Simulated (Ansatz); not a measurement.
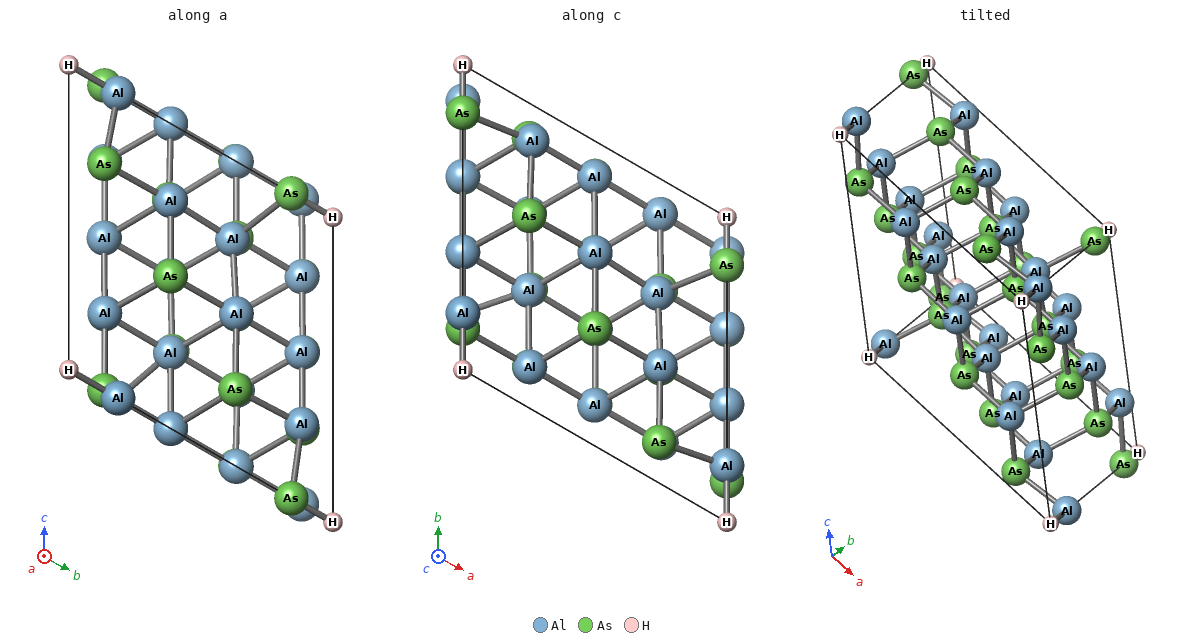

Ball-and-stick drawing of the structure, looking along the a axis, along the c axis and slightly off an axis. The parallelepiped is the simulation cell.

What can be read from this drawing?

The stoichiometry is Al16As16H. Cell content: 16 Al, 16 As, 1 H, that is 1 formula unit. The neighbours of H is one Al and one As in a nearly linear arrangement. The bonds build a three-dimensional framework.

Starting structure: a structure listed in the Materials Project, repeated into a supercell with a point defect put in. The atoms were relaxed in a fixed cell with DFT PBE, scalar-relativistic, plane waves, PAW (Ansatz).
